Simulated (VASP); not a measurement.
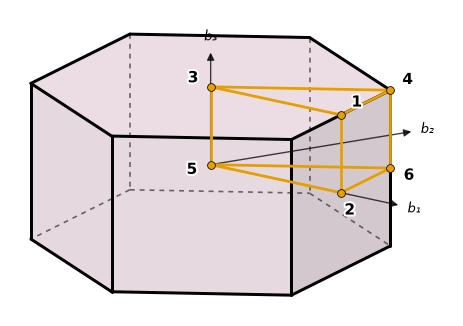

For Ir, the geometry relaxed with VASP Kohn-Sham DFT of a periodic cell, LDA, VASP PAW LDA potentials, recommended in VASP: the first Brillouin zone of a primitive hexagonal lattice (hP; extended symbol hP2) is drawn with its special points numbered. All values are computed from the atomic coordinates in the standard setting (tolerance 0.002 Å).

a = 2.701 Å, b = 2.701 Å, c = 4.429 Å, α = 90.00°, β = 90.00°, γ = 120.00°.

Labels and path follow the convention of Hinuma et al. (2017), as computed by seekpath; the arrows show the directions of the reciprocal primitive vectors b₁, b₂, b₃, in which coordinates are given.

Give the label and coordinates of each numbered point.

```json
{"no.": "1", "label": "L", "coordinates": "(1/2, 0, 1/2)"}
{"no.": "2", "label": "M", "coordinates": "(1/2, 0, 0)"}
{"no.": "3", "label": "A", "coordinates": "(0, 0, 1/2)"}
{"no.": "4", "label": "H", "coordinates": "(1/3, 1/3, 1/2)"}
{"no.": "5", "label": "Γ", "coordinates": "(0, 0, 0)"}
{"no.": "6", "label": "K", "coordinates": "(1/3, 1/3, 0)"}
```
